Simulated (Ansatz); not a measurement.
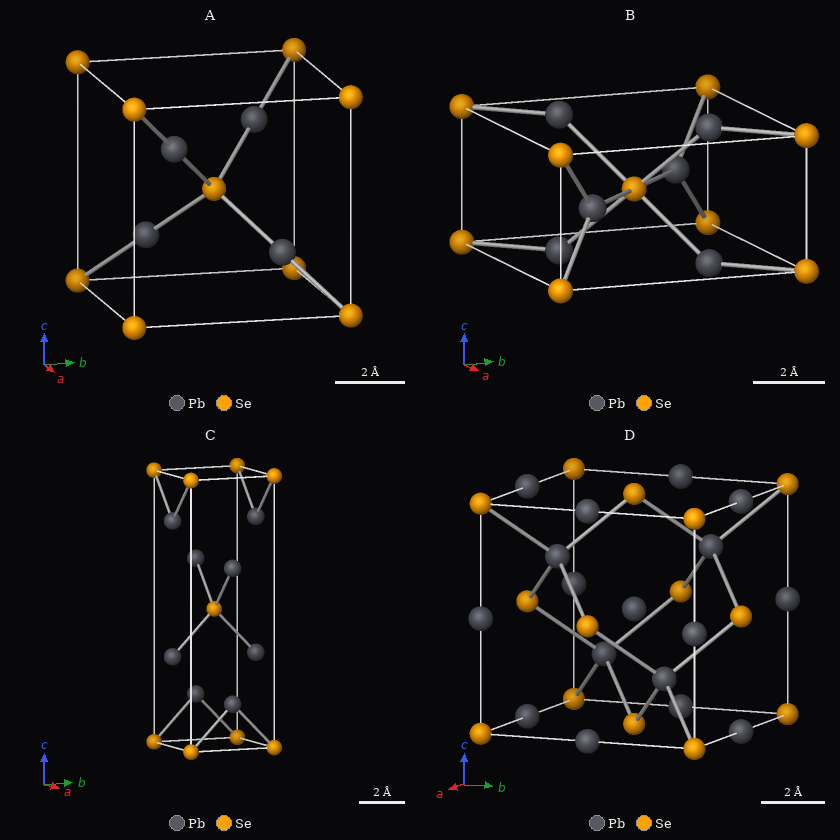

Four structures of Pb₂Se, each relaxed to rest (conventional cells in solid outline, small ones repeated, each panel with its own scale). Method: DFT PBE, scalar-relativistic, plane waves, PAW in Ansatz, without spin polarisation.

### Give the type and space group of each panel.

A: cuprite (Cu₂O) type, Pn-3m; B: 6 atoms a cell on a primitive tetragonal lattice, P4_2/mnm; C: 6 atoms a cell on a primitive tetragonal lattice, P4_2/nmc; D: 12 atoms a cell on a face-centred cubic lattice, F-43m.

### Which of these is lowest in energy, and how far above it do the others lie?

C, then B (+153 meV/atom), D (+281 meV/atom) and A (+494 meV/atom), energies at zero smearing.

### Collect the results in a table.

| panel | structure | E − E(lowest) (meV/atom) | volume (Å³/atom) | gap (eV) |
| --- | --- | --- | --- | --- |
| C | P4_2/nmc | 0 | 33.7 | metal |
| B | P4_2/mnm | 153 | 36.3 | metal |
| D | F-43m | 281 | 33.8 | metal |
| A | Pn-3m | 494 | 46.8 | metal |

Some of these may be structure types tried for this composition rather than known phases, and the most stable form need not be among them. Gaps are taken on the k-mesh or band path of each run.
